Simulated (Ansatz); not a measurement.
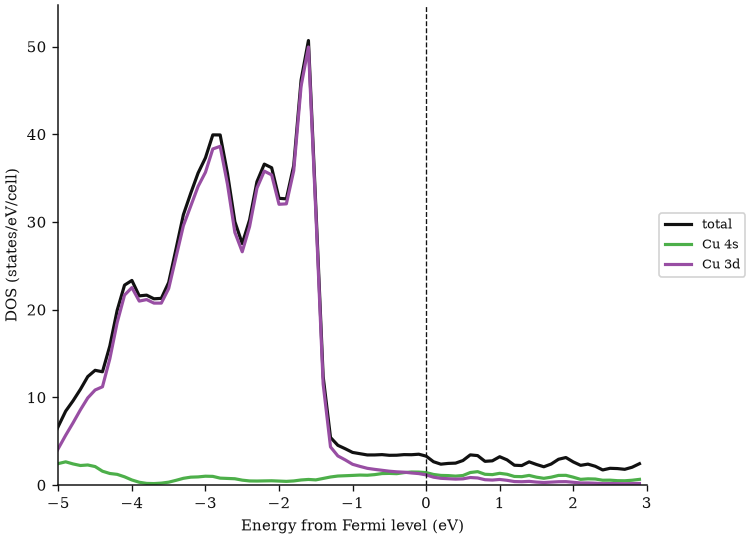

Density of states. Energies are counted from the Fermi level. The partial curves are projected on Löwdin-orthogonalised atomic shells; they sum to less than the total at higher energies, where shells without a projector contribute.

Calculation on Cu, space group P-1, 10 atoms in the cell.

Ansatz; DFT PBE, scalar-relativistic, plane waves, PAW, no spin polarisation, 8×7×6 k mesh, Gaussian smearing of 0.1 eV.

Question: What is the density of states at the Fermi level?

Answer: It is a metal. The density of states at the Fermi level is about 3.1 per eV and cell (mean within 0.25 eV), or 0.31 per atom.

Question: Which states dominate at the Fermi level?

Answer: By projected weight, the states within 0.3 eV of the Fermi level are Cu 4s (55 %) and Cu 3d (45 %); the projections cover about 80 % of the total there.

Question: Where is the centre of the Cu 3d band?

Answer: Over the range shown, the centre of the Cu 3d weight lies 2.7 eV below the Fermi level, and the shell is essentially full.
